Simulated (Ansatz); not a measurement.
# Al3Cu: what the fields show

The calculation's input:

```
crystal:
  lattice:
    - [2.7737808638, 0.0, 0.0]
    - [0.0, 2.7737808638, 0.0]
    - [0.0, 0.0, 7.5918631133]
  atoms:
    - { symbol: Al, position: [0.0, 0.0, 0.5] }
    - { symbol: Al, position: [0.5, 0.5, 0.2226430006] }
    - { symbol: Al, position: [0.5, 0.5, 0.7773569994] }
    - { symbol: Cu, position: [0.0, 0.0, -0.0087857222] }
basis:
  ecutwfc: 500
kpoints:
  mp_grid: { grid: [18, 18, 6] }
hamiltonian:
  xc: r2scan
scf:
  occupations: { method: gaussian, width: 0.15 }
output:
  forces: true
  stress: true
  eigenvalues: true
  write_density: true
  write_potential: true
  elf: true
  volumetric_format: npy
```

Command:

```sh
ansatz run input.yaml --threads 1 --pin off --max-ram 2560MiB --backend cpu --events-out ev --progress --plain --runs-dir out
```

Below, planes, directions and counts refer to the conventional cell (a = 2.77 Å, b = 2.77 Å, c = 7.59 Å, α = 90.00°, β = 90.00°, γ = 90.00°).

Space group P4mm; a structure from a database of computed crystals, not necessarily the ambient phase; changed on purpose from its base cell (atom 4 (Cu) moved -0.067 A along Cartesian [0 0 1]); not relaxed (largest force 0.4 eV/Å); computed without spin polarisation.

All numbers below come from DFT r2SCAN, scalar-relativistic, plane waves, PAW in Ansatz 0.2.0.

Core electrons are frozen (PAW), and the valence fields are smoothed inside the atomic spheres.

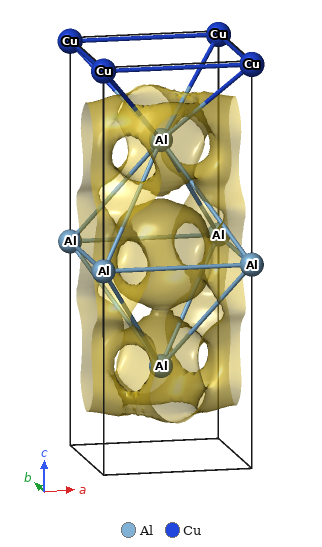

Figure 1. Isosurface of the electron localisation function at 0.55 (yellow), seen slightly off an axis. Core shells and regions of very low density are left out. Sticks mark near contacts.

Q: Describe the localisation domains.

A: The surface consists of sheets that run through the cell in two directions, counted in one cell of 4 atoms. Any copies at cell faces, edges or corners count once. Profiles from the grid: Al–Cu (2.55 Å): the ELF is about 0.45 at the midpoint. Al–Al (2.77 Å): the ELF peaks at about 0.65 between the atoms.

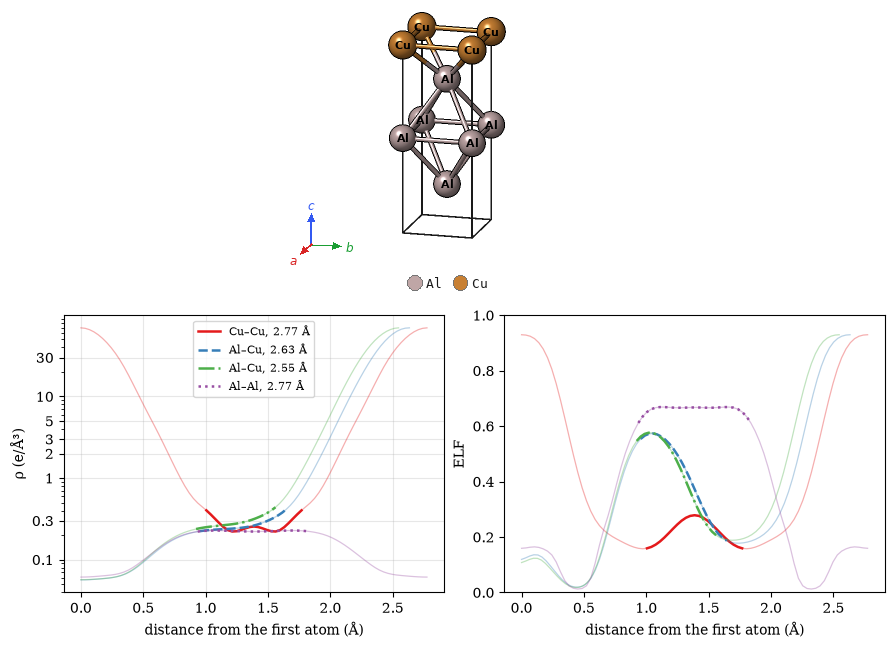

Figure 2. Valence pseudo-density and electron localisation function along straight lines between neighbouring atoms. Thin, pale parts lie inside the atomic spheres. The structure is drawn too.

Q: Compare the contacts.

A: Cu–Cu (2.77 Å): ρ is about 0.25 e/Å³ halfway; the ELF is about 0.30 at the midpoint: no localised pair shows between them.
Al–Cu (2.63 Å): ρ is about 0.25 e/Å³ halfway; the ELF is about 0.45 at the midpoint.
Al–Cu (2.55 Å): ρ at the midpoint is about 0.28 e/Å³; the ELF is about 0.45 at the midpoint.
Al–Al (2.77 Å): ρ at the midpoint is about 0.22 e/Å³; the ELF peaks at about 0.65 between the atoms.

Q: Does the calculation make it a metal, or give it a gap?

A: It is metallic or semimetallic at this level of theory: no gap opens.
